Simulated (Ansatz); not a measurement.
```
CELL_PARAMETERS angstrom
-4.70407 -2.84414 0.00000
1.69985 -2.84414 0.00000
1.54899 0.92645 2.67418
ATOMIC_POSITIONS crystal
Sc 0.50000 0.50000 0.00000
Sc 0.00000 0.00000 0.00000
```

Space group P-1. This isn't the usual form at ambient conditions. The cell comes from a database of computed structures, not from a measurement.

Computed with DFT PBE, scalar-relativistic, plane waves, PAW in Ansatz 0.2.0.

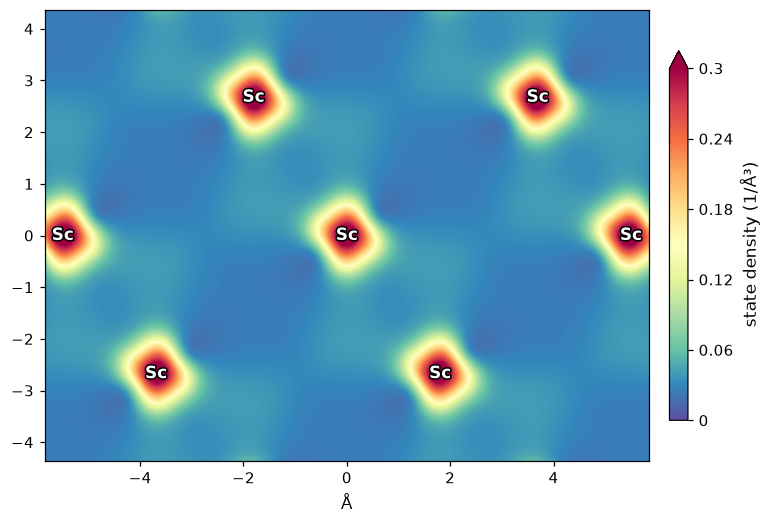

Sc. Density of the Kohn–Sham states from −0.25 to +0.25 eV about the Fermi level (the states at the Fermi level), scaled to one electron a cell: a map on the (010) plane of the conventional cell.

Core electrons are frozen (PAW), so the fields are smoothed inside the atomic spheres.

### Describe these states.

Löwdin projections on the PAW files' atomic orbitals give Sc 3d (over 95 %).
